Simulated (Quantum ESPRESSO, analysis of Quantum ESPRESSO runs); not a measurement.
**Reproducing a measured migration barrier: interstitial H in hcp Be, hop from a tetrahedral to the next octahedral site (Quantum ESPRESSO)**

Aim: the migration barrier of interstitial H in hcp Be, hop from a tetrahedral to the next octahedral site, to be set beside the measurement. Set-up: PBE, GBRV 1.5 PBE, 36-site cell, PBE lattice, k: 5x5x4, SCF cut short. The model is a cell of 36 host atoms with 1 H put in. The barrier is the energy of the highest image of a climbing band over the relaxed site that the atom leaves.

What was measured. Migration barrier: 0.611 eV, by permeation (diffusion activation energy, T > 250 K) (quoted in “Explainable Machine Learning for Hydrogen Diffusion in Metals and Random Binary Alloys”, 2023, G. M. Lu et al., quoting earlier work (1995)).

Program: Quantum ESPRESSO 7.5. Level of theory: Quantum ESPRESSO plane-wave DFT, PBE, GBRV 1.5 PBE potentials; relaxation of all atoms of a defect supercell. Results are calculated unless marked as measured.

## Step 1: Set-up

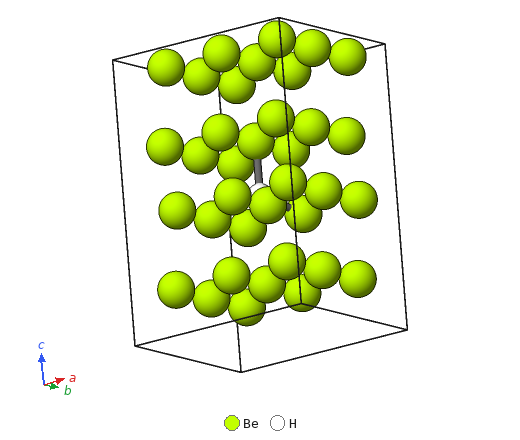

Start, viewed from a free direction; beryllium green, hydrogen white.

The cell holds 37 atoms: 36 Be and 1 H. Its edges and angles: a = 6.796 Å, b = 6.796 Å, c = 7.144 Å, α = 90.0°, β = 90.0°, γ = 120.0°. It derives from Be (space group P6_3/mmc). Nearest the centre at fractional (0.444, 0.556, 0.437): H37 at 0.00 Å, Be19 at 1.34 Å, Be6 at 1.38 Å, Be22 at 1.38 Å, Be18 at 1.38 Å, Be17 at 2.23 Å, Be7 at 2.63 Å, Be23 at 2.63 Å.

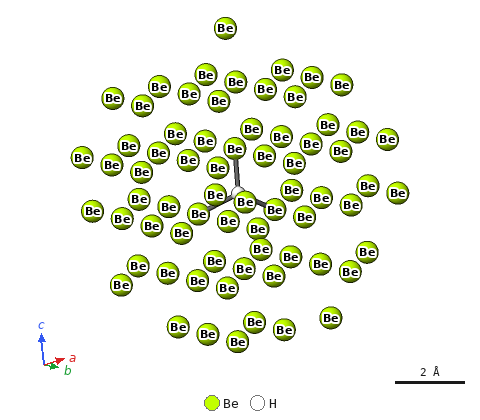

The atoms within 5 Å of the centre.

The host's primitive cell comes from a first run (Quantum ESPRESSO plane-wave DFT, PBE, GBRV 1.5 PBE potentials; relaxation of cell and atoms of a defect-free cell): vectors of 2.265, 2.265 and 3.572 Å. That is 7.94 Å³ an atom, 2.1 % under the diffraction cell's volume. The supercell is built on it.

## Step 2: Relaxation, charge 0

A barrier counts from a true minimum, so both ends of the jump are relaxed first.

File pw.in:

```
&CONTROL
  calculation = 'relax'
  prefix = 'pwscf'
  outdir = './tmp'
  pseudo_dir = './pseudo'
  tprnfor = .true.
  disk_io = 'low'
  nstep = 70
  forc_conv_thr = 0.00078
  etot_conv_thr = 0.0001
/
&SYSTEM
  ibrav = 0
  nat = 37
  ntyp = 2
  ecutwfc = 45
  ecutrho = 360
  nbnd = 94
  occupations = 'smearing'
  smearing = 'mv'
  degauss = 0.00734986
/
&ELECTRONS
  conv_thr = 4d-08
  electron_maxstep = 3
  mixing_beta = 0.5
/
&IONS
  ion_dynamics = 'bfgs'
/
ATOMIC_SPECIES
Be     9.0122 be_pbe_v1.4.uspp.F.UPF
H      1.0080 h_pbe_v1.4.uspp.F.UPF
CELL_PARAMETERS angstrom
   6.7958640900    0.0000000000    0.0000000000
  -3.3979320450    5.8853910780    0.0000000000
   0.0000000000    0.0000000000    7.1444626604
ATOMIC_POSITIONS crystal
Be     0.1111111100    0.2222222233    0.1250000000
Be     0.2222222233    0.1111111100    0.3750000000
Be     0.1111111100    0.2222222233    0.6250000000
Be     0.2222222233    0.1111111100    0.8750000000
Be     0.1111111100    0.5555555567    0.1250000000
Be     0.2222222233    0.4444444433    0.3750000000
Be     0.1111111100    0.5555555567    0.6250000000
Be     0.2222222233    0.4444444433    0.8750000000
Be     0.1111111100    0.8888888900    0.1250000000
Be     0.2222222233    0.7777777767    0.3750000000
Be     0.1111111100    0.8888888900    0.6250000000
Be     0.2222222233    0.7777777767    0.8750000000
Be     0.4444444433    0.2222222233    0.1250000000
Be     0.5555555567    0.1111111100    0.3750000000
Be     0.4444444433    0.2222222233    0.6250000000
Be     0.5555555567    0.1111111100    0.8750000000
Be     0.4444444433    0.5555555567    0.1250000000
Be     0.5555555567    0.4444444433    0.3750000000
Be     0.4444444433    0.5555555567    0.6250000000
Be     0.5555555567    0.4444444433    0.8750000000
Be     0.4444444433    0.8888888900    0.1250000000
Be     0.5555555567    0.7777777767    0.3750000000
Be     0.4444444433    0.8888888900    0.6250000000
Be     0.5555555567    0.7777777767    0.8750000000
Be     0.7777777767    0.2222222233    0.1250000000
Be     0.8888888900    0.1111111100    0.3750000000
Be     0.7777777767    0.2222222233    0.6250000000
Be     0.8888888900    0.1111111100    0.8750000000
Be     0.7777777767    0.5555555567    0.1250000000
Be     0.8888888900    0.4444444433    0.3750000000
Be     0.7777777767    0.5555555567    0.6250000000
Be     0.8888888900    0.4444444433    0.8750000000
Be     0.7777777767    0.8888888900    0.1250000000
Be     0.8888888900    0.7777777767    0.3750000000
Be     0.7777777767    0.8888888900    0.6250000000
Be     0.8888888900    0.7777777767    0.8750000000
H      0.4444440000    0.5555560000    0.4375000000
K_POINTS automatic
5 5 4 0 0 0
```

Run with:

```bash
$ OMP_NUM_THREADS=1 mpirun -n 4 pw.x -nk 4 -in pw.in > pw.out
```

The log of the run:

```text
This program is part of the open-source Quantum ESPRESSO suite
     for quantum simulation of materials; please cite
         "P. Giannozzi et al., J. Phys.:Condens. Matter 21 395502 (2009);
         "P. Giannozzi et al., J. Phys.:Condens. Matter 29 465901 (2017);
         "P. Giannozzi et al., J. Chem. Phys. 152 154105 (2020);
          URL
     in publications or presentations arising from this work. More details at

     Message from routine setup:
     using ibrav=0 with symmetry is DISCOURAGED, use correct ibrav instead

     K-points division:     npool     =       4
     Subspace diagonalization in iterative solution of the eigenvalue problem:
     a serial algorithm will be used

     G-vector sticks info
     --------------------
     sticks:   dense  smooth     PW     G-vecs:    dense   smooth      PW
     Sum        4081    2053    583               222705    78765   11545

     Using Slab Decomposition

     bravais-lattice index     =            0
     lattice parameter (alat)  =      12.8423  a.u.
     unit-cell volume          =    1928.3514 (a.u.)^3
     number of atoms/cell      =           37
     number of atomic types    =            2
     number of electrons       =       145.00
     number of Kohn-Sham states=           94
     kinetic-energy cutoff     =      45.0000  Ry
     charge density cutoff     =     360.0000  Ry
     scf convergence threshold =      4.0E-08
     mixing beta               =       0.5000
     number of iterations used =            8  plain     mixing
     energy convergence thresh.=      1.0E-04
     force convergence thresh. =      7.8E-04
     Exchange-correlation=  SLA  PW   PBX  PBC
                           (   1   4   3   4   0   0   0)
     nstep                     =           70

     celldm(1)=  12.842322  celldm(2)=   0.000000  celldm(3)=   0.000000
     celldm(4)=   0.000000  celldm(5)=   0.000000  celldm(6)=   0.000000

     crystal axes: (cart. coord. in units of alat)
               a(1) = (   1.000000   0.000000   0.000000 )
               a(2) = (  -0.500000   0.866025   0.000000 )
               a(3) = (   0.000000   0.000000   1.051296 )

     reciprocal axes: (cart. coord. in units 2 pi/alat)
               b(1) = (  1.000000  0.577350 -0.000000 )
               b(2) = (  0.000000  1.154701  0.000000 )
               b(3) = (  0.000000 -0.000000  0.951207 )

     PseudoPot. # 1 for Be read from file:
     be_pbe_v1.4.uspp.F.UPF
     Pseudo is Ultrasoft, Zval =  4.0
     Generated by new atomic code, or converted to UPF format
     Using radial grid of  769 points,  6 beta functions with:
                l(1) =   0
                l(2) =   0
                l(3) =   0
[...]
Q(r) pseudized with 10 coefficients,  rinner =    1.000   1.000   1.000
                                                       1.000   1.000

     PseudoPot. # 2 for H  read from file:
     h_pbe_v1.4.uspp.F.UPF
     Pseudo is Ultrasoft, Zval =  1.0
     Generated by new atomic code, or converted to UPF format
     Using radial grid of  615 points,  2 beta functions with:
                l(1) =   0
                l(2) =   0
     Q(r) pseudized with  8 coefficients,  rinner =    0.700

     atomic species   valence    mass     pseudopotential
     Be                4.00     9.01220     Be( 1.00)
     H                 1.00     1.00800     H ( 1.00)

      6 Sym. Ops. (no inversion) found ( 4 have fractional translation)

   Cartesian axes

     site n.     atom                  positions (alat units)
         1        Be     tau(   1) = (  -0.0000000   0.1924501   0.1314120  )
         2        Be     tau(   2) = (   0.1666667   0.0962250   0.3942359  )
         3        Be     tau(   3) = (  -0.0000000   0.1924501   0.6570598  )
[...]
35        Be     tau(  35) = (   0.3333333   0.7698004   0.6570598  )
        36        Be     tau(  36) = (   0.5000000   0.6735753   0.9198837  )
        37        H      tau(  37) = (   0.1666660   0.4811256   0.4599419  )

     number of k points=    17  Marzari-Vanderbilt smearing, width (Ry)=  0.0073
                       cart. coord. in units 2pi/alat
        k(    1) = (   0.0000000   0.0000000   0.0000000), wk =   0.0200000
        k(    2) = (   0.0000000   0.0000000   0.2378018), wk =   0.0400000
        k(    3) = (   0.0000000   0.0000000  -0.4756036), wk =   0.0200000
[...]
k(   16) = (   0.0000000  -0.2309401   0.2378018), wk =   0.1200000
        k(   17) = (   0.0000000  -0.4618802   0.2378018), wk =   0.1200000

     Dense  grid:   222705 G-vectors     FFT dimensions: (  81,  81,  81)

     Smooth grid:    78765 G-vectors     FFT dimensions: (  60,  60,  60)

     Initial potential from superposition of free atoms

     starting charge     144.9944, renormalised to     145.0000
     Starting wfcs are  181 randomized atomic wfcs

     Self-consistent Calculation

     iteration #  1     ecut=    45.00 Ry     beta= 0.50
     Davidson diagonalization with overlap
     ethr =  1.00E-02,  avg # of iterations =  2.0

     Threshold (ethr) on eigenvalues was too large:
     Diagonalizing with lowered threshold

     Davidson diagonalization with overlap
     ethr =  6.20E-05,  avg # of iterations =  4.2

     total energy              =   -1017.87585736 Ry
     estimated scf accuracy    <       0.09281181 Ry

     iteration #  2     ecut=    45.00 Ry     beta= 0.50
     Davidson diagonalization with overlap
     ethr =  6.40E-05,  avg # of iterations =  2.1

     total energy              =   -1017.87533448 Ry
     estimated scf accuracy    <       0.02187264 Ry

     iteration #  3     ecut=    45.00 Ry     beta= 0.50
     Davidson diagonalization with overlap
     ethr =  1.51E-05,  avg # of iterations =  4.6

     total energy              =   -1017.87445949 Ry
     estimated scf accuracy    <       0.03222913 Ry

     End of self-consistent calculation

     convergence NOT achieved after   3 iterations: stopping

=------------------------------------------------------------------------------=
   JOB DONE.
=------------------------------------------------------------------------------=
```

Elapsed: 78 s, on 4 MPI ranks of Arm Neoverse V1, shared host; peak memory 1.6 GiB.

No converged result was reached; the numbers in the log don't describe the system.

## Step 3: Outcome

The migration barrier was not obtained, because the step “relaxation, charge 0” did not converge; the cause lies in the set-up: too few SCF iterations.

[Logs are printed without paths, hosts, clocks, repeated set-up lines and the standing remarks that a program may print on its own settings, such as how far it seeks lower states.]

[Hosts, paths, dates, database ids (printed as entryN), source tags and the programs' standing remarks are cut or masked in the printed files.]

[For some hosts the program warned that the k-mesh of the response run may be too coarse for force constants and the static dielectric constant; such warnings are not shown here.]
